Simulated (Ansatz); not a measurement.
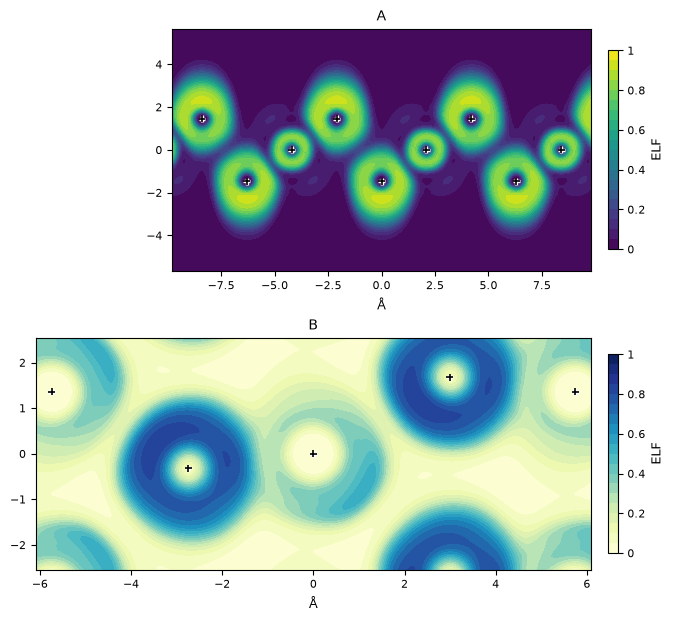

The electron localisation function of 2 systems, each on a plane through atoms (crosses mark nuclei in the plane).

Method: DFT PBE+D3(BJ), scalar-relativistic, plane waves, PAW in Ansatz 0.2.0.

System 1: ZrS2 (slab), the (110) plane of the calculation cell, a cut from vacuum to vacuum. 

System 2: SnSe, the (010) plane of the conventional cell. Space group Pnma.

```cif
data_structure
_symmetry_space_group_name_H-M 'P 1'
_symmetry_Int_Tables_number 1
_cell_length_a 11.4816
_cell_length_b 4.1675
_cell_length_c 4.3863
_cell_angle_alpha 90.000
_cell_angle_beta 90.000
_cell_angle_gamma 90.000
_cell_volume 209.88
loop_
_atom_site_label
_atom_site_type_symbol
_atom_site_fract_x
_atom_site_fract_y
_atom_site_fract_z
_atom_site_occupancy
Sn1 Sn 0.11763 0.25000 0.09534 1
Sn2 Sn 0.38237 0.75000 0.59534 1
Sn3 Sn 0.61763 0.25000 0.40466 1
Sn4 Sn 0.88237 0.75000 0.90466 1
Se1 Se 0.35698 0.25000 0.02303 1
Se2 Se 0.14302 0.75000 0.52303 1
Se3 Se 0.85698 0.25000 0.47697 1
Se4 Se 0.64302 0.75000 0.97697 1
```

**Match each panel to its system.**

Panel A is system 1, ZrS2: the plane holds S and Zr. Zr–S (2.56 Å): the ELF peaks at about 0.85 in the valence shell of S, 0.8 Å from its nucleus, and is about 0.40 at the midpoint. Panel B is system 2, SnSe: the plane holds Sn and Se. Sn–Se (2.77 Å): the ELF is about 0.55 at the midpoint.
